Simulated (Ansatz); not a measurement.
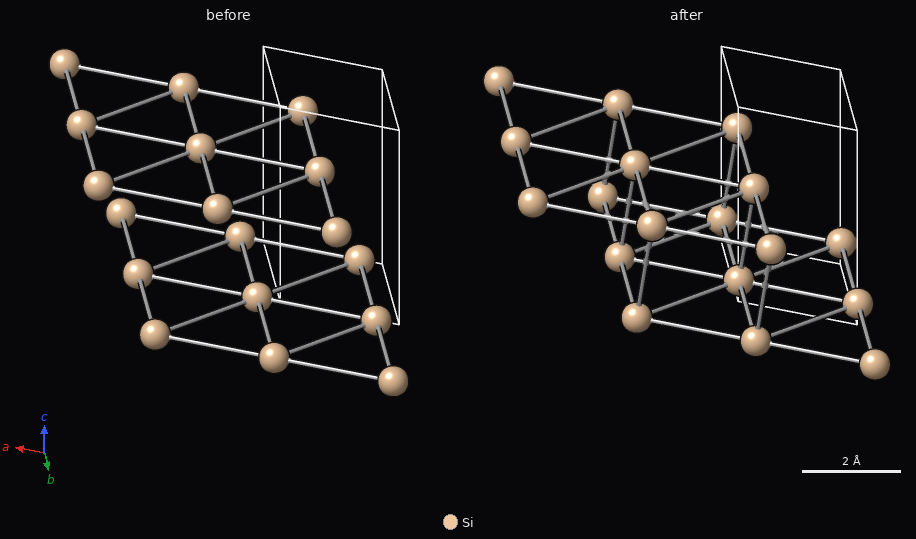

The structure of a crystal of Si (set up in P-1) before (left) and after (right) a relaxation, at one scale.

The picture is a ball-and-stick view of the cell of the calculation, repeated 3 × 3 × 1 with one cell outlined, seen from a free direction.

Theory: DFT LDA, scalar-relativistic, plane waves, PAW (Ansatz 0.2.0). (plane-wave cutoff 420 eV; k-point mesh 12 × 12 × 8; occupations gaussian; smearing width 0.15 eV; no spin polarisation; atoms relaxed in a fixed cell; force threshold 0.01 eV/Å; at most 80 steps)

What changed between the two?

Answer. After 6 accepted moves (8 points after the start) the energy has fallen by 869 meV per atom. The largest force component goes from 6.8 to 0.00081 eV/Å. 2 steps only repeated the SCF at the same geometry. The largest moves, 0.60 Å, are those of Si atoms. The cell stays as it was. Near-neighbour distances that change, for instance: Si–Si 2.206 → 3.214 Å, Si–Si 2.427 → 3.429 Å, Si–Si 3.217 → 2.304 Å, Si–Si 2.049 → 2.304 Å. Bonds break, among them: Si–Si (2.21 → 3.21 Å). The space group (tolerance 0.01 Å) goes from P-1 (No. 2) to P2_1/m (No. 11). Cost: 31 s on 2 threads of Arm Neoverse V2, with other jobs on the host, peak memory 0.42 GiB.
